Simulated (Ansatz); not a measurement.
## Electronic structure of GaP (slab) in real space

Input

```
crystal:
  lattice:
    - [3.8455650149, 0.0, 0.0]
    - [0.0, 5.438450199, 0.0]
    - [0.0, 0.0, 26.5366950446]
  atoms:
    - { symbol: Ga, position: [0.5, 0.5, 0.2826275083] }
    - { symbol: P, position: [0.0, 0.75, 0.2826275083] }
    - { symbol: Ga, position: [0.0, 0.0, 0.3550850056] }
    - { symbol: P, position: [0.5, 0.25, 0.3550850056] }
    - { symbol: Ga, position: [0.5, 0.5, 0.4275425028] }
    - { symbol: P, position: [0.0, 0.75, 0.4275425028] }
    - { symbol: Ga, position: [0.0, 0.0, 0.5] }
    - { symbol: P, position: [0.5, 0.25, 0.5] }
    - { symbol: Ga, position: [0.5, 0.5, 0.5724574972] }
    - { symbol: P, position: [0.0, 0.75, 0.5724574972] }
    - { symbol: Ga, position: [0.0, 0.0, 0.6449149944] }
    - { symbol: P, position: [0.5, 0.25, 0.6449149944] }
    - { symbol: Ga, position: [0.5, 0.5, 0.7173724917] }
    - { symbol: P, position: [0.0, 0.75, 0.7173724917] }
basis:
  ecutwfc: 420
kpoints:
  mp_grid: { grid: [7, 5, 1] }
hamiltonian:
  xc: pbesol
scf:
  occupations: { method: gaussian, width: 0.05 }
output:
  forces: true
  stress: true
  eigenvalues: true
  write_density: true
  write_potential: true
  elf: true
  volumetric_format: npy
efield:
  axis: 3
  dipole_correction: true
```

Launched as:

```sh
ansatz run input.yaml --threads 1 --pin off --max-ram 2560MiB --backend cpu --events-out ev --progress --plain --runs-dir out
```

Not relaxed (largest force 1.9 eV/Å).

Computed with DFT PBEsol, scalar-relativistic, plane waves, PAW in Ansatz.

The density is the valence pseudo-density of a PAW calculation; it isn't the true density close to the nuclei.

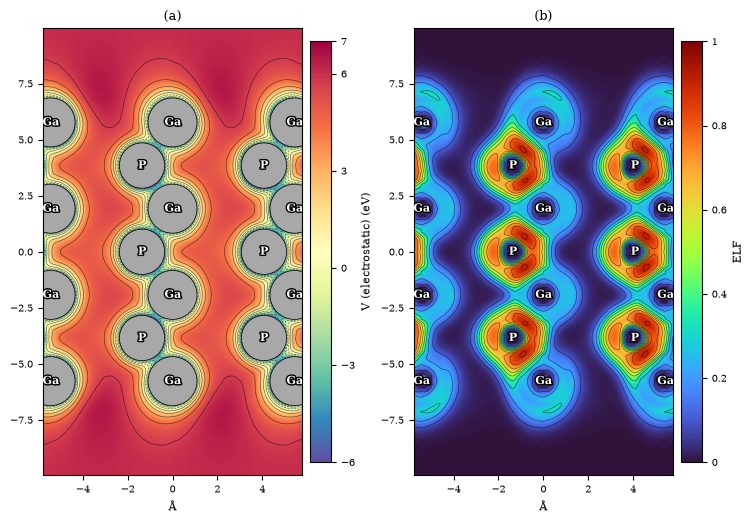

Figure 1. (a) electrostatic potential (local pseudopotential plus Hartree) felt by an electron; (b) ELF on the (100) plane of the calculation cell, a cut from vacuum to vacuum. Grey discs cover the atomic cores in the potential map.

### What do the fields say about this system?

Atoms in the plane: Ga and P.
Ga–P (2.35 Å): the ELF peaks at about 0.90 in the valence shell of P, 0.9 Å from its nucleus, and is about 0.75 at the midpoint.

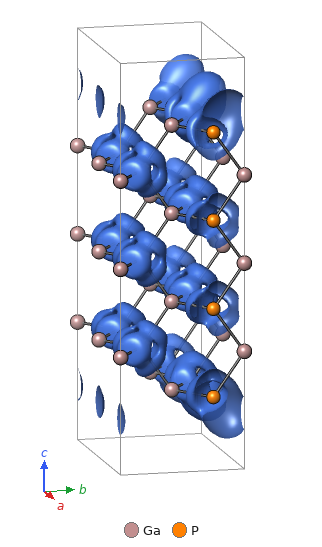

Figure 2. Isosurface of the ELF at 0.75 (blue), seen slightly off an axis. Only the valence region is drawn (cores and ρ < 0.01 e/Å³ removed). Sticks mark near contacts.

### Identify the bonds, lone pairs and shells in this picture.

At this value the surface marks out seven regions on P in which the atom's valence shell and bonds are merged, counted in one cell of 14 atoms. Counts are for one cell; the picture repeats the cell along the surface.

### Does the calculation give a band gap?

It is gapped, with a Kohn–Sham gap of 0.52 eV on the k-point mesh (the band edges may lie off the mesh, which would make the gap smaller).
